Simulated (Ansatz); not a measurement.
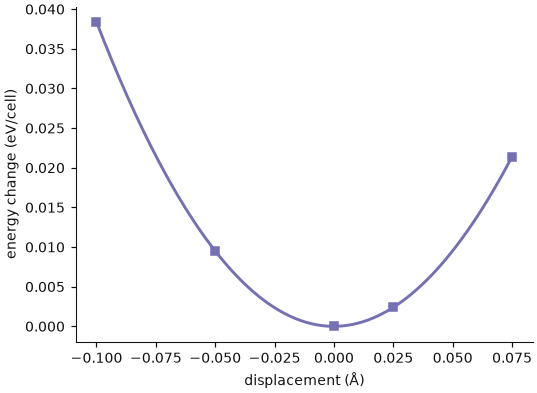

The plot gives the computed energy change against displacement for Bi₂Se₃, space group R-3m (No. 166).

Structure:
```yaml
crystal:
  lattice:
    - [2.07150, 1.19598, 9.54533]
    - [-2.07150, 1.19598, 9.54533]
    - [0.00000, -2.39196, 9.54533]
  atoms:
    - { symbol: Bi, position: [0.40080, 0.40080, 0.40080] }
    - { symbol: Bi, position: [0.59920, 0.59920, 0.59920] }
    - { symbol: Se, position: [0.00000, 0.00000, 0.00000] }
    - { symbol: Se, position: [0.21170, 0.21170, 0.21170] }
    - { symbol: Se, position: [0.78830, 0.78830, 0.78830] }
```

Calculation (Ansatz 0.2.0): all atoms of one element of a crystal moved along a line, all else fixed, by plane-wave density functional theory with PAW datasets, free energies less that of the undisturbed cell; scalar-relativistic. Level: PBE, no spin polarisation.

- wave cutoff: 420 eV
- k mesh: 12×12×12
- occupations: Gaussian
- smearing width: 0.03 eV
- k shift: (0, 0, 0) (mesh steps)
- start: as given
- moved element: Bi
- direction: (−0.7266, −0.4195, 0.5441) (Cartesian unit vector)

> Is the starting structure at a minimum along this coordinate?

Yes: the energy rises on both sides of the starting structure, which is therefore a minimum along this path.

Caveats: reference crystal is not relaxed.
